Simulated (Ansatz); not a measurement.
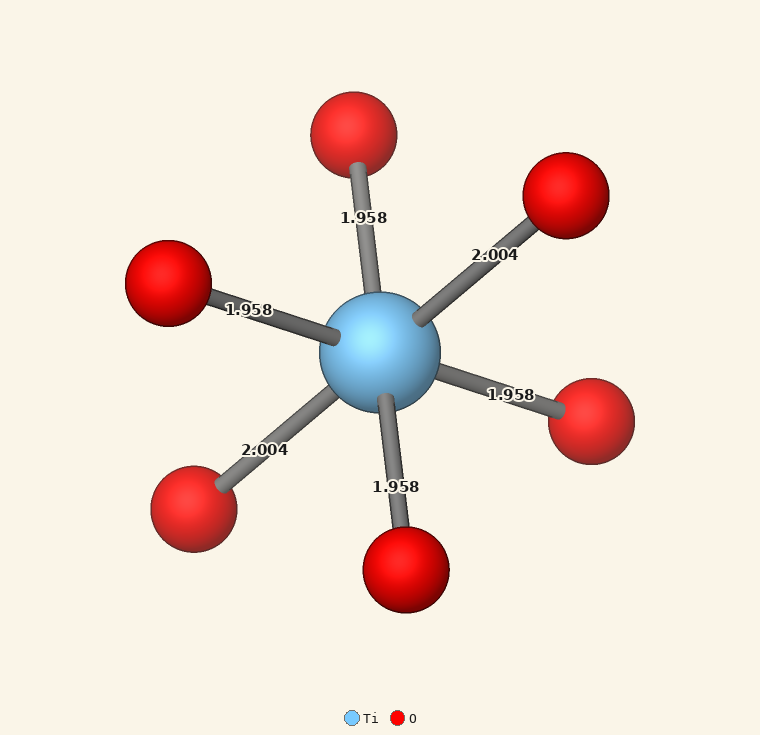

The surroundings of site Ti1 (at 0.000, 0.000, 0.000) in TiO$_{2}$ (P4_2/mnm, No. 136), with bond lengths in Å.

Origin of the cell: the end point of a relaxation with Ansatz, DFT PBE, scalar-relativistic, plane waves, PAW.

```
Ti O
1.0
     4.64328    0.00000    0.00000
     0.00000    4.64328    0.00000
     0.00000    0.00000    2.96388
Ti O
2 4
Direct
  0.00000 0.00000 0.00000
  0.50000 0.50000 0.50000
  0.30513 0.30513 0.00000
  0.19487 0.80513 0.50000
  0.69487 0.69487 0.00000
  0.80513 0.19487 0.50000
```

Bond valence s = exp((R0 − d)/b), R0 fitted to published crystal structures with b = 0.37 Å, summed over all anions within 5 Å; R0 in Å: Ti3+–O 1.778; Ti4+–O 1.801.

Which oxidation state of Ti do these bonds support?

Answer. With the Ti3+ parameters the computed sum is 4 × 0.615 + 2 × 0.543 = 3.54. With the Ti4+ parameters the computed sum is 4 × 0.654 + 2 × 0.578 = 3.77. The sum matches its own assumption best for Ti4+, which also balances the formula's charge.

And over the whole structure?

Answer.
| site | x, y, z | formal valence | bond-valence sum | difference |
| --- | --- | --- | --- | --- |
| Ti1 | 0.000, 0.000, 0.000 | +4 | 3.87 | -0.13 |
| O1 | 0.305, 0.305, 0.000 | −2 | 1.93 | -0.07 |

These sums include all anions within 5 Å. The global instability index (root mean square of the differences over all atoms) is 0.09 v.u.: little strain. Cells relaxed with PBE tend to have slightly long bonds, which lowers the sums.
